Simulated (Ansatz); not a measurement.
The cell of ZrO$_{2}$ (Fm-3m, No. 225). Origin of the cell: the geometry relaxed with DFT PBEsol, scalar-relativistic, plane waves, PAW (Ansatz).

```cif
data_structure
_symmetry_space_group_name_H-M 'Fm-3m'
_symmetry_Int_Tables_number 225
_cell_length_a 5.0640
_cell_length_b 5.0640
_cell_length_c 5.0640
_cell_angle_alpha 90.000
_cell_angle_beta 90.000
_cell_angle_gamma 90.000
_cell_volume 129.86
loop_
_atom_site_label
_atom_site_type_symbol
_atom_site_symmetry_multiplicity
_atom_site_Wyckoff_symbol
_atom_site_fract_x
_atom_site_fract_y
_atom_site_fract_z
_atom_site_occupancy
Zr1 Zr 4 a 0.00000 0.00000 0.00000 1
O1 O 8 c 0.25000 0.75000 0.75000 1
```

At each point the valence sum V of a Li+ ion is computed from the anions within 5 Å (s = exp((R0 − d)/b), R0 fitted to published crystal structures with b = 0.37 Å; R0: Li+–O 1.449 Å). Points too close to the other cations are excluded (2.2 Å from Zr). Li+ is a guest here, not part of the formula. This is an empirical screen for pathways, not an energy calculation.

### Along which directions could Li+ move by this screen?

No path opens below 0.7 v.u. These are grid estimates, good to about 0.1 v.u.

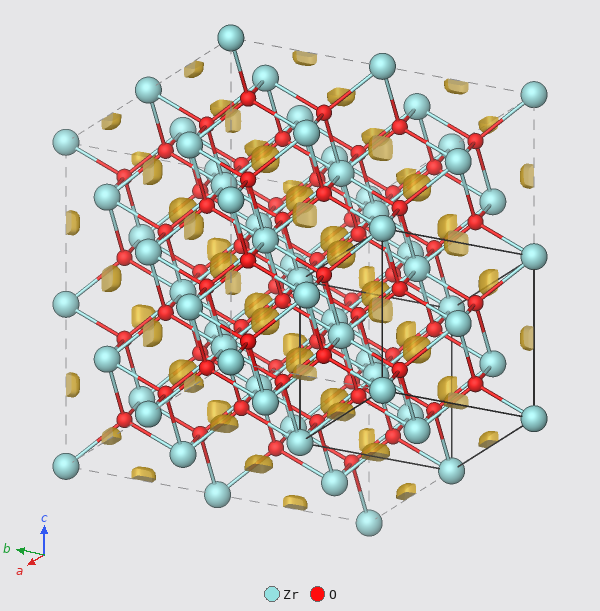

Bond-valence mismatch map for Li+ in ZrO$_{2}$ in space group Fm-3m: the yellow surface encloses the points where |V − 1| < 0.4 v.u. (2×2×2 cells, view from a free direction). Pale faces close the region where the drawn box cuts it.
